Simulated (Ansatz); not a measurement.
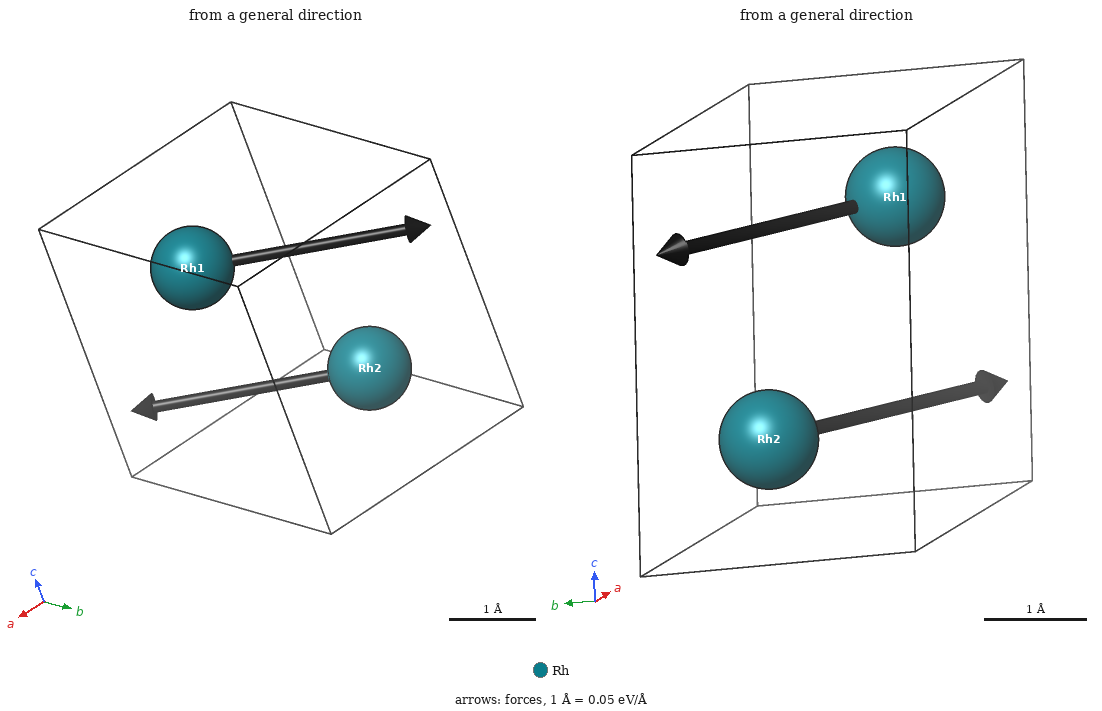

The crystal in a spheres-only representation, seen from two general directions. The outline marks the cell (the run's own, in a reduced setting). The arrows are the computed forces on the atoms.

System: Rh. The calculation used Ansatz, DFT PBE, scalar-relativistic, plane waves, PAW, with plane-wave cutoff 420 eV, k-points about 0.11 Å⁻¹ apart, Gaussian smearing of 0.15 eV, no spin polarisation.

Q: Has this structure been optimised to equilibrium?

A: No. The atoms still feel forces of up to about 0.12 eV/Å, above a usual threshold of 0.01 to 0.03 eV/Å.

Q: Which atom feels the largest force?

A: Rh1 and Rh2, about 0.12 eV/Å.

The structure was taken from a structure listed in the Materials Project. The cell was then strained or its atoms displaced on purpose. It was run through Ansatz as a DFT input.
